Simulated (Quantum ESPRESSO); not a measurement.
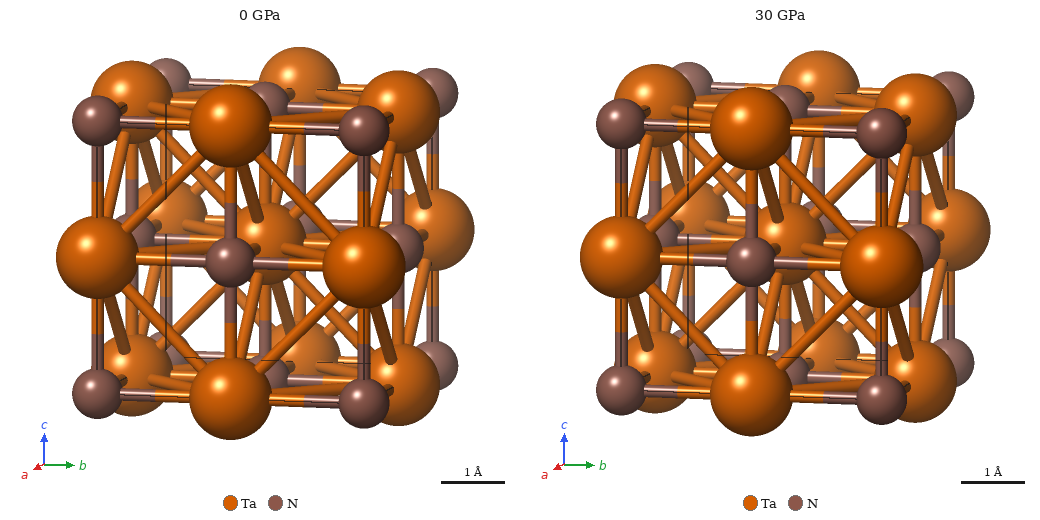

TaN, rock salt (NaCl type), space group Fm-3m (No. 225), relaxed (cell and atoms) under a series of hydrostatic pressures; the conventional cell is drawn at the lowest and the highest, to one scale (sticks follow a distance rule). The start was a structure listed in the Materials Project. It needn't be the stable form of this composition.

Alike in all runs: Quantum ESPRESSO 7.5; functional PBEsol; potentials GBRV 1.5 PBEsol; cutoff 871 eV; k mesh 10 × 10 × 10 on the run's cell of 2 atoms; occupations fermi-dirac, width 0.05 eV; no spin polarisation; no spin-orbit coupling.

| pressure (GPa) | volume (Å³/atom) | a (Å) |
| --- | --- | --- |
| 0.0 | 10.471 | 4.375 |
| 2.0 | 10.413 | 4.367 |
| 5.0 | 10.330 | 4.356 |
| 10.0 | 10.199 | 4.337 |
| 20.0 | ? | ? |
| 30.0 | 9.748 | 4.272 |

### What equation of state do the given rows imply, and what volume does it predict for the missing row?

The fit gives V0 = 10.47 Å³/atom, B0 = 359 GPa and B0′ = 4.4, which puts the volume at 20.0 GPa at 9.96 Å³/atom. The run gave volume 9.960 Å³/atom; a 4.303 Å.

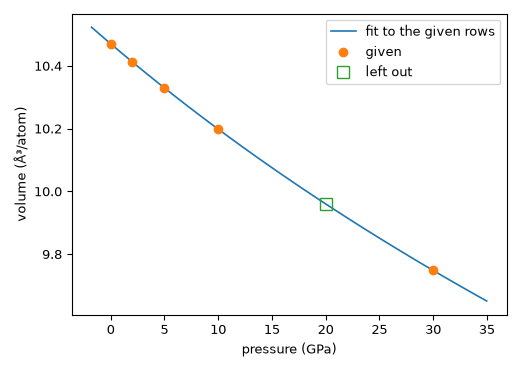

Volume against pressure, with the fit. The structure was kept in its own symmetry, so a change to another phase within this range wouldn't be seen.

Caveat: spin-orbit coupling is left out, which matters for Ta, if less for volumes and forces than for levels.
